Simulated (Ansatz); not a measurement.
## Single-point calculation, with input and output: BaTiO3 (part 1 of 2)

- system: BaTiO3 (slab, 15 atoms in the cell)
- method: DFT r2SCAN, scalar-relativistic, plane waves, PAW, no spin polarisation (Ansatz 0.2.0)

The structure derives from an entry of the Crystallography Open Database. It belongs to a series of runs on one base structure; here: functional: r2scan. Figures and captions count atoms from 1; the log counts them from 0 in places.

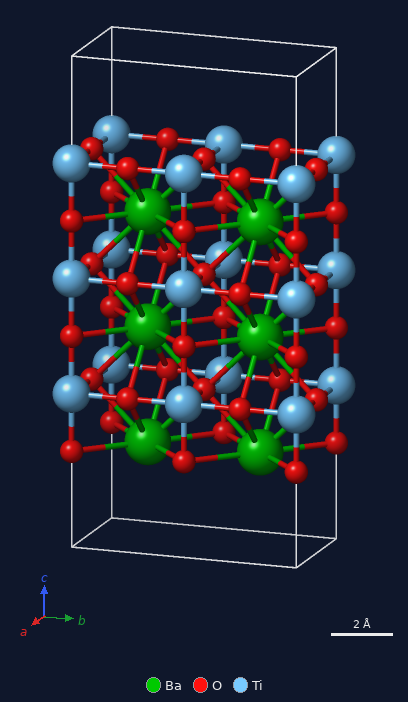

*The structure as given in the input (ball-and-stick view of the 1 × 2 repeat of the cell, with the vacuum cut short, seen slightly off an axis). An atom can appear more than once, as a periodic image.*

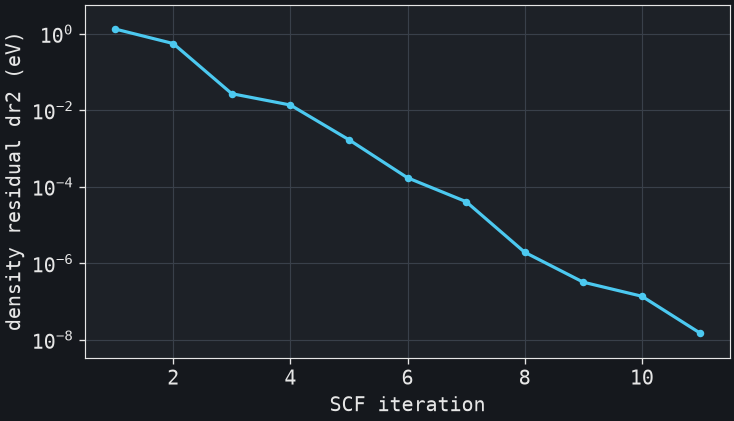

*Convergence of the self-consistent field: density residual dr2 against the SCF iteration.*

The residual falls at every step.

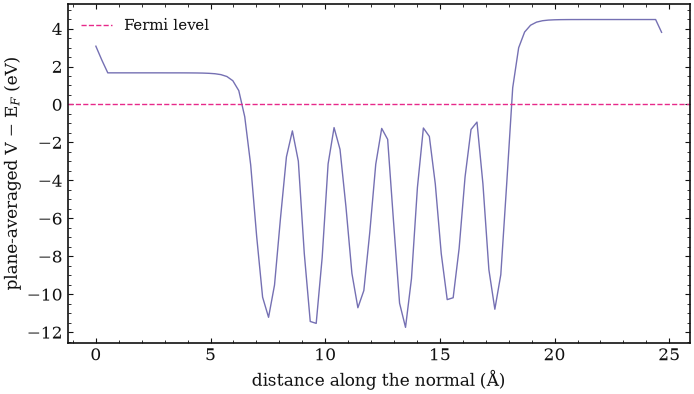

*Plane average of the electrostatic potential energy of an electron across the cell, from the Fermi level.*

The vacuum level lies 4.47 eV above the Fermi level on the upper side and 1.67 eV on the lower.

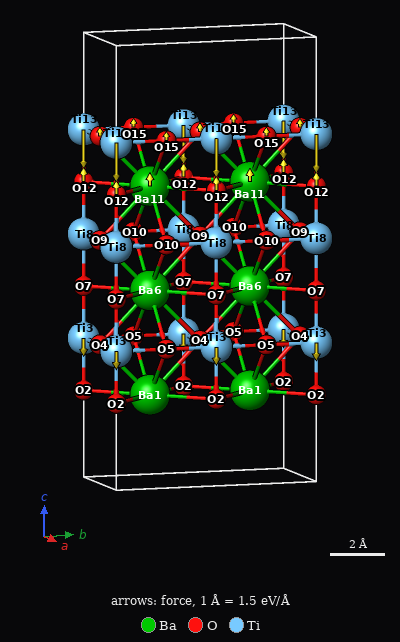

*Forces on the atoms as yellow arrows (ball-and-stick view of the 1 × 2 repeat of the cell, with the vacuum cut short, seen slightly off an axis; atoms are numbered from 1 in the order of the input); the smallest are left out.*

The largest act on Ti13 (2.29 eV/Å); Ti3 (1.09 eV/Å); O12 (0.88 eV/Å); Ba11 (0.82 eV/Å). The geometry is not a stationary point of this energy.

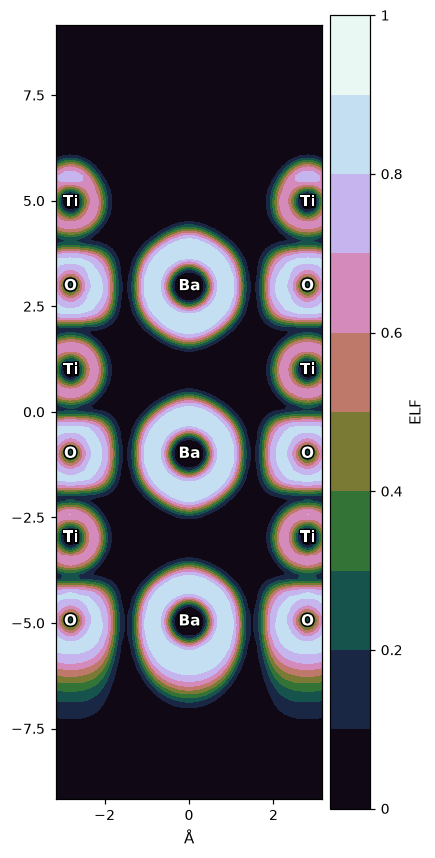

*ELF on the (110) plane of the calculation cell, a cut from vacuum to vacuum.*

Ti–O (1.98 Å): the ELF is about 0.25 at the midpoint. The strong features right at Ba and Ti lie inside the PAW spheres (semicore, d or f shells) and say nothing about bonding. Core electrons are frozen (PAW), so the fields are smoothed inside the atomic spheres.

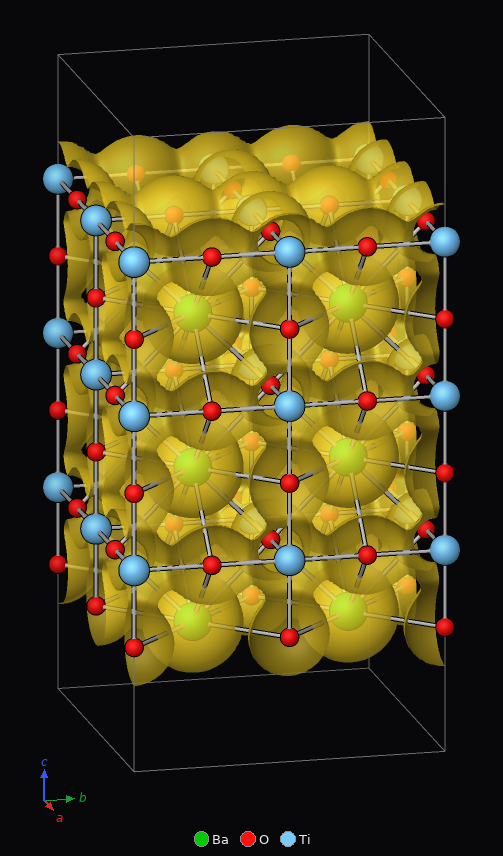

*Isosurface of the valence electron density at 0.3 e/Å³ (yellow), seen slightly off an axis. Sticks mark near contacts.*

At this value the density is joined into sheets; it holds about 85 % of the electrons treated as valence (semicore included). It is pinched off along the Ba–O (2.81 Å) contacts. On the grid the lowest density along these lines, outside the cores, is 0.68 e/Å³ (Ti–O, 1.98 Å) and 0.18 e/Å³ (Ba–O, 2.81 Å).

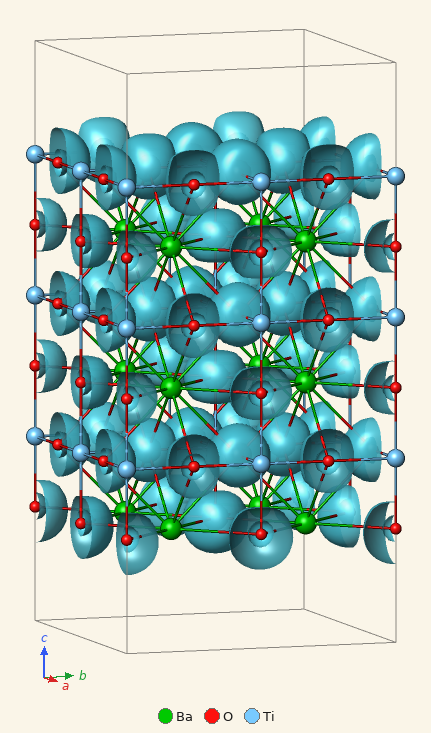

*Isosurface of the electron localisation function at 0.7 (cyan), seen slightly off an axis. Only the valence region is drawn (cores and ρ < 0.01 e/Å³ removed). Sticks mark near contacts.*

Profiles from the grid: Ti–O (1.98 Å): the ELF is about 0.25 at the midpoint. Ba–O (2.81 Å): the ELF is about 0.10 at the midpoint (a contact without a shared pair).

These pictures come from the run below.

Input file:
```yaml
crystal:
  lattice:
    - [3.9698693943, 0.0, 0.0]
    - [0.0, 3.9698693943, 0.0]
    - [0.0, 0.0, 24.9246734857]
  atoms:
    - { symbol: Ba, position: [0.5, 0.5, 0.30090665] }
    - { symbol: O, position: [0.0, 0.0, 0.30090665] }
    - { symbol: Ti, position: [0.0, 0.0, 0.38054399] }
    - { symbol: O, position: [0.5, 0.0, 0.38054399] }
    - { symbol: O, position: [0.0, 0.5, 0.38054399] }
    - { symbol: Ba, position: [0.5, 0.5, 0.46018133] }
    - { symbol: O, position: [0.0, 0.0, 0.46018133] }
    - { symbol: Ti, position: [0.0, 0.0, 0.53981867] }
    - { symbol: O, position: [0.5, 0.0, 0.53981867] }
    - { symbol: O, position: [0.0, 0.5, 0.53981867] }
    - { symbol: Ba, position: [0.5, 0.5, 0.61945601] }
    - { symbol: O, position: [0.0, 0.0, 0.61945601] }
    - { symbol: Ti, position: [0.0, 0.0, 0.69909335] }
    - { symbol: O, position: [0.5, 0.0, 0.69909335] }
    - { symbol: O, position: [0.0, 0.5, 0.69909335] }
basis:
  ecutwfc: 500
kpoints:
  mp_grid: { grid: [7, 7, 1] }
hamiltonian:
  xc: r2scan
scf:
  occupations: { method: gaussian, width: 0.05 }
output:
  forces: true
  stress: true
  eigenvalues: true
  write_density: true
  write_potential: true
  elf: true
  volumetric_format: npy
efield:
  axis: 3
  dipole_correction: true
  ramp_width: 0.04
```

Launch command:
```bash
ansatz run input.yaml --threads 2 --pin off --max-ram 5120MiB --backend cpu --events-out ev --progress --plain --runs-dir out
```

What the program printed:
```
Engine: ansatz 0.2.0, aarch64-unknown-linux-gnu
Pseudopotentials: kind: paw
Pseudopotential: Ba, paw, valence charge 10, recommended cutoff 500 eV (meta_gga), Ba.paw.azcp
Pseudopotential: O, paw, valence charge 6, recommended cutoff 500 eV (meta_gga), O.paw.azcp
Pseudopotential: Ti, paw, valence charge 12, recommended cutoff 500 eV (meta_gga), Ti.paw.azcp
Functional definition: r2SCAN
  parameter k0 = 0.174
  parameter k1 = 0.065
  parameter a1 = 4.9479
  exchange = r2scan_x(k0 = k0, k1 = k1, a1 = a1)
  correlation = r2scan_c
Crystal: 15 atoms, lattice volume = 392.809 Å³
Basis set: ecut = 500 eV, 9955 PW (Γ), exchange–correlation on 120×120×768 points (64 copies of the dense FFT grid, shifted against one another)
Bands: 75, of which v1, the nominal top of the filled ones, is band 60 counted from 1 (59 counted from 0)
Symmetry: 8 space group operations
Space group: P4mm (ITA 99), of the structure as read, at distance tolerance 7.3e-5 Å
k-points: 10 of 49
Non-local potential: Ba, projectors of the file, l = 0: 3, l = 1: 2, l = 2: 2, l = 3: 2
Non-local potential: O, projectors of the file, l = 0: 2, l = 1: 2, l = 2: 1
Non-local potential: Ti, projectors of the file, l = 0: 3, l = 1: 2, l = 2: 3, l = 3: 1
PAW form: soft (Blöchl's): semilocal exchange-correlation on the pseudo side does not see the compensation charge
PAW frozen core: Ba, regenerated for the run's functional (the file was generated under x = pbe(κ = 0.804, μ = 0.2195149727645171), c = pbe(β = 0.06672455060314922))
PAW frozen core: O, regenerated for the run's functional (the file was generated under x = pbe(κ = 0.804, μ = 0.2195149727645171), c = pbe(β = 0.06672455060314922))
PAW frozen core: Ti, regenerated for the run's functional (the file was generated under x = pbe(κ = 0.804, μ = 0.2195149727645171), c = pbe(β = 0.06672455060314922))
PAW one-centre angular grid: Ba, 302 points (default); XC on 160 Gauss nodes
PAW one-centre angular grid: O, 302 points (default); XC on 160 Gauss nodes
PAW one-centre angular grid: Ti, 590 points (default); XC on 160 Gauss nodes
Initial density: superposition of atomic densities (neutral atoms: chi_scale 0, normalization atom), corrected by the library's trained network
Initial wavefunctions: pseudopotential atomic-orbital guess
Functional: x = r2scan, c = r2scan; τ floored in thin density (d = 2e-4 eV/Å³)
```
